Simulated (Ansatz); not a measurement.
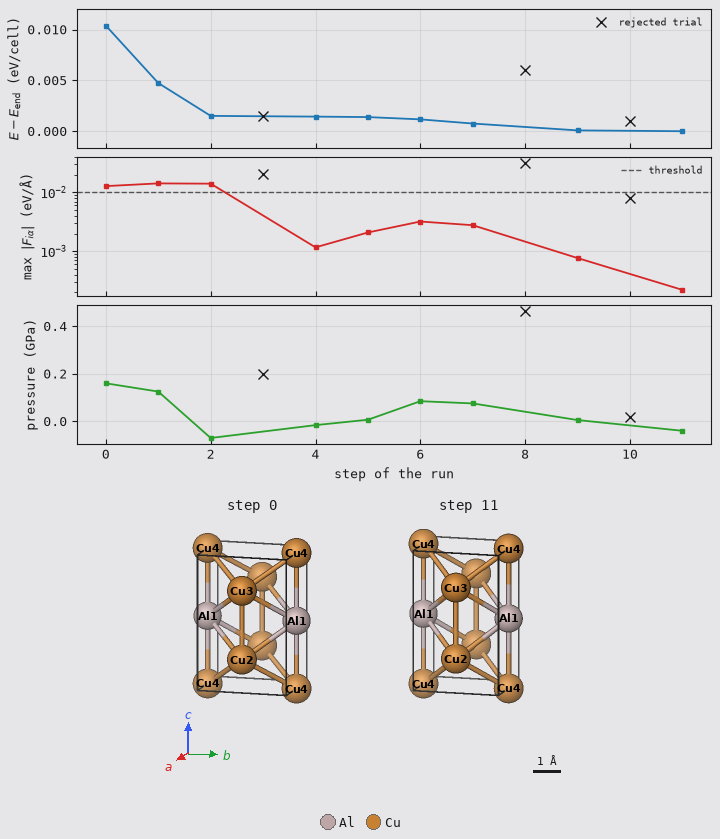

First and last geometry of a relaxation of solid AlCu3 (a generated structure, set up in Pmmm), with the history of the run. Style: ball-and-stick. Shown: the cell of the calculation, slightly off an axis.

Method: DFT PBE, scalar-relativistic, plane waves, PAW in Ansatz 0.2.0.

The input:
```yaml
crystal:
  lattice:
    - [2.7680622223, 0.0, 0.0]
    - [0.0, 3.4896745418, 0.0]
    - [0.0, 0.0, 5.2205140603]
  atoms:
    - { symbol: Al, position: [0.5, 0.0, 0.5] }
    - { symbol: Cu, position: [0.0, 0.5, 0.2464124655] }
    - { symbol: Cu, position: [0.0, 0.5, 0.7535875345] }
    - { symbol: Cu, position: [0.5, 0.0, 0.0] }
basis:
  ecutwfc: 420
kpoints:
  mp_grid: { grid: [16, 14, 10] }
hamiltonian:
  xc: pbe
scf:
  occupations: { method: gaussian, width: 0.1 }
output:
  forces: true
  stress: true
  eigenvalues: true
relax:
  adjacent_minimum: "off"
  f_tol: 0.01
  max_steps: 80
  cell: { stress_tol: 0.05 }
```

Run as
```bash
ansatz run input.yaml --threads 1 --pin off --max-ram 3072MiB --backend cpu --events-out ev --progress --plain --runs-dir out
```

### Read the history and describe the run.

The run was cut off at its time limit before the program reported convergence, but its last step already meets the force threshold: the largest component is 0.00022 eV/Å against 0.01 eV/Å. The pressure is within 0.04 GPa of its target. The energy falls by 10.4 meV per cell of the calculation in 8 accepted moves (11 points after the start). The largest force component goes from 0.013 to 0.00022 eV/Å. Pressure: 0.16 GPa at the start and −0.04 GPa at the end. The line search rejected the trial steps at points 3, 8, 10 of the run. The atoms keep their places relative to the cell (all moves are under 0.005 Å). The drawn cell changes at constant volume: a 2.768 → 2.800 Å (+1.1 %), b 3.490 → 3.343 Å (−4.2 %), c 5.221 → 5.387 Å (+3.2 %). Among the contacts that change: Cu2–Cu3 2.648 → 2.738 Å, Al1–Cu4 2.610 → 2.693 Å, Cu2–Cu3 (another image) 2.573 → 2.648 Å, Cu2–Cu2 2.768 → 2.800 Å. The space group stays Pmmm (No. 47).
